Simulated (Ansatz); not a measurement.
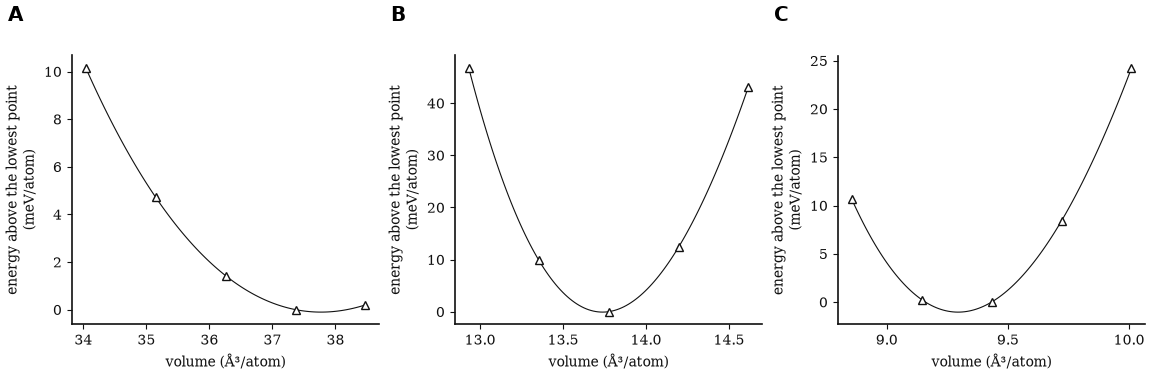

Each panel shows the energy above the lowest point against volume for one of these solids: MgO, Fm-3m (No. 225); Na, Im-3m (No. 229); Rh, Fm-3m (No. 225).

Calculation (Ansatz 0.2.0 development build): equation of state of a cubic crystal from periodic Kohn-Sham density functional theory without spin, third-order Birch-Murnaghan fit to the free energies; pressure corrected for the finite basis. Level: r2SCAN.

### Match the panels to the solids.

A is Na (energy above the lowest point from 0.0 meV/atom to 10.2 meV/atom, V0 37.77 Å³/atom, B0 7.59 GPa); B is Rh (energy above the lowest point from 0.0 meV/atom to 46.8 meV/atom, V0 13.74 Å³/atom, B0 280 GPa); C is MgO (energy above the lowest point from 0.0 meV/atom to 24.2 meV/atom, V0 9.294 Å³/atom, B0 167 GPa).

For MgO, limits of the calculation: pseudopotentials made with PBE, not this functional.

For Rh, limits of the calculation: modest k-mesh, values are not fully converged in k; pseudopotentials made with PBE, not this functional.
